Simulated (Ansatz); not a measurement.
The calculation's input:

```
crystal:
  lattice:
    - [-5.063392, 3.576121, 0.008259]
    - [-5.063392, -3.576118, 0.008249]
    - [-1.204328, 8.0e-06, 8.929073]
  atoms:
    - { symbol: Hf, position: [0.7422305398, 0.9732751604, 0.6605174572] }
    - { symbol: Hf, position: [0.2230802868, 0.4924241316, 0.6605181248] }
    - { symbol: Hf, position: [0.2581572793, 0.0083493529, 0.3243623693] }
    - { symbol: Hf, position: [0.7865310745, 0.5367223175, 0.3246934679] }
    - { symbol: S, position: [0.4263696803, 0.6481249928, 0.1850014373] }
    - { symbol: S, position: [0.8979353217, 0.1765605046, 0.1850003804] }
    - { symbol: S, position: [0.5653935535, 0.3155919763, 0.8222896895] }
    - { symbol: S, position: [0.0642229157, 0.8144223169, 0.8356702981] }
    - { symbol: S, position: [0.0073090536, 0.7575029806, 0.451775401] }
    - { symbol: S, position: [0.4961725193, 0.746205596, 0.5450174858] }
    - { symbol: S, position: [0.996011169, 0.2463668191, 0.5450175226] }
    - { symbol: S, position: [0.3587935058, 0.1089834697, 0.8177551492] }
    - { symbol: S, position: [0.8569359474, 0.6071292081, 0.8326219635] }
    - { symbol: S, position: [0.6526159916, 0.9310212712, 0.1850354214] }
    - { symbol: S, position: [0.1808312677, 0.4028081081, 0.1850355491] }
basis:
  ecutwfc: 500
kpoints:
  mp_grid: { grid: [6, 6, 4] }
hamiltonian:
  xc: r2scan
scf:
  occupations: { method: gaussian, width: 0.1 }
  n_extra_bands: 8
output:
  forces: true
  stress: true
  eigenvalues: true
  populations: true
  dos:
    method: { smearing: { sigma: 0.1, scheme: gaussian } }
    projected: true
    de: 0.02
  write_density: true
  write_potential: true
  elf: true
  volumetric_format: npy
```

Command:

```sh
ansatz run input.yaml --threads 4 --pin off --max-ram 9216MiB --backend cpu --events-out ev --progress --plain --runs-dir out
```

Below, planes, directions and counts refer to the conventional cell (a = 10.13 Å, b = 7.15 Å, c = 9.01 Å, α = 90.00°, β = 97.77°, γ = 90.00°).

Space group Cm; a generated structure, not necessarily the stable one.

All numbers below come from DFT r2SCAN, scalar-relativistic, plane waves, PAW (Ansatz).

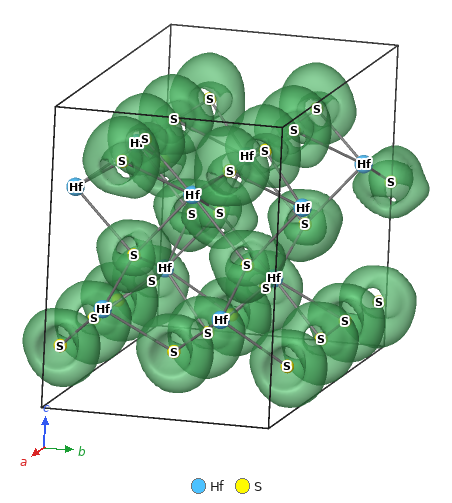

Hf₄S₁₁. Isosurface of the electron localisation function at 0.8 (green), seen at an oblique angle. Core shells and regions of very low density are left out. Sticks mark near contacts.

Core electrons are frozen (PAW), and the valence fields are smoothed inside the atomic spheres.

> Where are the electrons localised?

The ELF exceeds this value in 22 regions wrapped around S (the valence shell of each), counted in one cell of 30 atoms. Any copies at cell faces, edges or corners count once. Along the contacts the grid gives the following. S–S (2.10 Å): the ELF peaks at about 0.75 between the atoms. Hf–S (2.53 Å): the ELF peaks at about 0.90 in the valence shell of S, 0.8 Å from its nucleus, and is about 0.45 at the midpoint.
